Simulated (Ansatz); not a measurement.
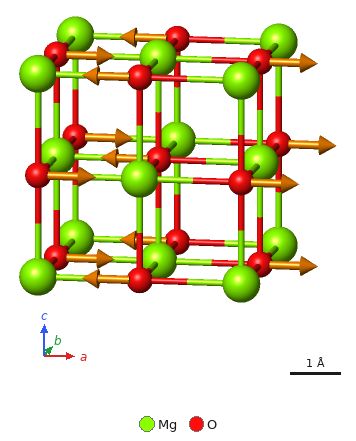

One vibrational mode of crystalline MgO at the zone centre of a doubled cell. The orange arrows are the displacements of the atoms (eigenvector over the root of the mass), of arbitrary overall length and sign. The picture is a ball-and-stick view of the conventional cell (2 times the calculation's cell), seen slightly off an axis. Lengths and directions refer to the drawn axes.

Method: DFT PBEsol, scalar-relativistic, plane waves, PAW (Ansatz 0.2.0). Set-up: plane-wave cutoff 420 eV; k-point mesh 8 × 8 × 6; occupations gaussian; smearing width 0.05 eV; no spin polarisation.

Frequencies are those without the non-analytic (LO–TO) term.

What mode is this, and where does it lie in the spectrum?

Answer. This is a non-degenerate mode at 535 cm⁻¹, the highest level (the three translations aside). The Mg atoms hardly move; all motion is along a; atoms of one kind move against one another, with no net shift of their sublattice; it stretches the shortest Mg–O bonds (2.11 Å). It changes sign from one half of the doubled cell to the other: it belongs to the zone boundary, q = (0, 1/2, 1/2) in the reciprocal vectors of the undoubled cell.
